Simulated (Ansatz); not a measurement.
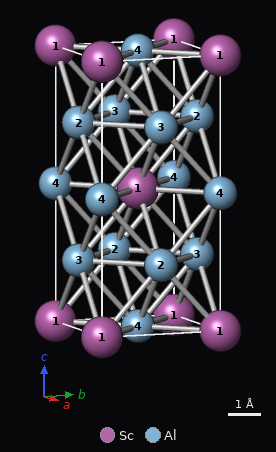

Starting structure of a crystal of ScAl3 (set up in I4/mmm). A ball-and-stick model of the conventional cell (2 times the calculation's cell), seen slightly off an axis. Lengths and directions refer to the drawn axes.

Case: relaxed at 8 GPa.

These are results of DFT PBE, scalar-relativistic, plane waves, PAW in Ansatz 0.2.0, not measurements.

The input:
```yaml
crystal:
  lattice:
    - [-1.9912128604, 1.9912128604, 4.3539269292]
    - [1.9912128604, -1.9912128604, 4.3539269292]
    - [1.9912128604, 1.9912128604, -4.3539269292]
  atoms:
    - { symbol: Sc, position: [0.0, 0.0, 0.0] }
    - { symbol: Al, position: [0.75, 0.25, 0.5] }
    - { symbol: Al, position: [0.25, 0.75, 0.5] }
    - { symbol: Al, position: [0.5, 0.5, 0.0] }
basis:
  ecutwfc: 420
kpoints:
  mp_grid: { grid: [14, 14, 14] }
hamiltonian:
  xc: pbe
scf:
  occupations: { method: fermi_dirac, width: 0.15 }
output:
  forces: true
  stress: true
  eigenvalues: true
relax:
  adjacent_minimum: "off"
  f_tol: 0.001
  max_steps: 60
  cell: { stress_tol: 0.02, p_target: 8.0 }
```

Run as
```bash
ansatz run input.yaml --threads 1 --pin off --max-ram 3072MiB --backend cpu --events-out ev --progress --plain --runs-dir out
```

What does the optimiser find from here?

Answer. The atoms keep their places relative to the cell (all moves are under 0.005 Å). The drawn cell changes as follows: a = b 3.982 → 3.922 Å (−1.5 %), c 8.708 → 8.554 Å (−1.8 %); the volume changes by −4.7 %. Among the contacts that change: Al2–Al4 2.950 → 2.901 Å, Sc1–Al2 2.950 → 2.901 Å, Al2–Al3 2.816 → 2.773 Å, Sc1–Al4 2.816 → 2.773 Å. The space group stays I4/mmm (No. 139). After 3 accepted moves (6 points after the start) the energy has risen by 0.110 eV per cell of the calculation. With the target pressure of 8 GPa, the enthalpy E + pV changes by −53.2 meV per cell of the calculation. All forces vanish by symmetry, so only the cell relaxes. The pressure goes from 2.98 to 8.00 GPa. The line search rejected the trial step at point 1 of the run. At 2 points the geometry stayed and the basis and grid were re-selected for the new cell (energy shift of 0.9 meV per cell of the calculation at most each time).

After the run, drawn alike:

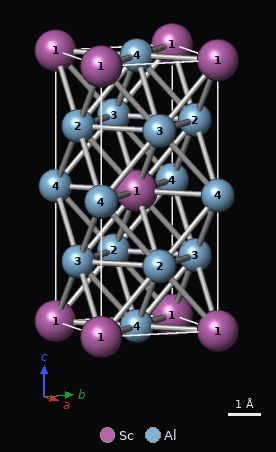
